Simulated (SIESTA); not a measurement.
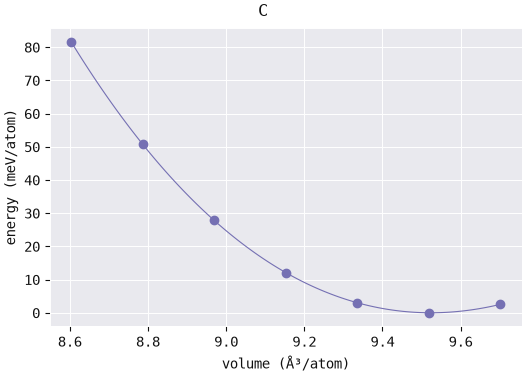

The picture above shows the energy against volume for C, space group C2/m (No. 12).

Starting cell:
```xyz
2
Lattice="2.1273 -1.2283 0.0000 2.1273 1.2283 0.0000 -1.3791 0.0000 3.5028" Properties=species:S:1:pos:R:3 pbc="T T T"
C    -0.6699    0.0000    3.5025
C     3.5455    0.0000    0.0003
```

Calculation (SIESTA 5.4.2): DFT in numerical atomic orbitals with pseudopotentials, no spin polarisation; energies at scaled volumes of the given cell, shape and fractions fixed, counted from the fit's minimum, third-order Birch-Murnaghan fit. Level: PBEsol.

| setting | value |
| --- | --- |
| k mesh | 13×13×8 |
| occupations | Fermi–Dirac |
| smearing width | 0.05 eV |
| potentials | PseudoDojo 0.4 standard, converted to PSML, two zetas on semicore shells |
| program settings | basis DZP, mesh cutoff 500 Ry |

The numbers behind the figure:

```tsv
volume (Å³/atom)	energy (meV/atom)
8.6036	81.62
8.7866	50.77
8.9697	27.82
9.1527	12.09
9.3358	3.03
9.5188	0.01
9.7019	2.53
```

Caveats: mulliken charges of long orbitals; shape and atomic fractions are frozen while scaling, which makes layered, chain and framework solids too stiff.
